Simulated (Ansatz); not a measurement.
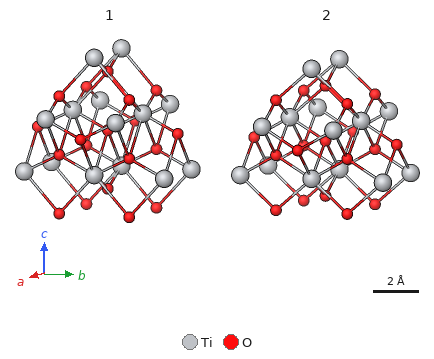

Two geometries of crystalline TiO₂ (built on the tetragonal host type), drawn at one scale. One is the start of a relaxation, the other its converged end. The picture is a ball-and-stick view of the atoms within 4.2 Å of the atom that moves most (axes of the cell of the calculation), seen slightly off an axis.

The calculation used DFT, PBE, plane waves, PAW in Ansatz. (plane-wave cutoff 420 eV; k-point mesh 6 × 6 × 6; occupations fermi dirac; smearing width 0.02 eV; no spin polarisation; cell and atoms relaxed; force threshold 0.005 eV/Å)

Question: Which one is relaxed?

Answer: Structure 1 is the relaxed one. The energy falls by 73.0 meV per atom in 8 accepted moves (11 points after the start). Largest force component: 0.86 eV/Å at the start, 0.00018 eV/Å at the end. The pressure goes from −9.36 to 0.00 GPa. The SCF was repeated 3 times at an unchanged geometry on a basis and grid sized afresh for the cell, which shifted the energy by 2.7 meV per atom at most. The largest moves relative to the cell, 0.22 Å, are those of O atoms. Ti stays in place. The drawn cell changes as follows: a = b 3.453 → 3.389 Å (−1.9 %), c 5.011 → 5.342 Å (+6.6 %); the volume changes by +2.7 %. Among the contacts that change: O–Ti 2.295 → 2.496 Å, O–Ti 1.992 → 1.890 Å. Bond angles that change, for instance: Ti–O–Ti 97.6° → 85.5°, Ti–O–Ti 120.2° → 127.4°. The space group stays P4_2/nmc (No. 137).
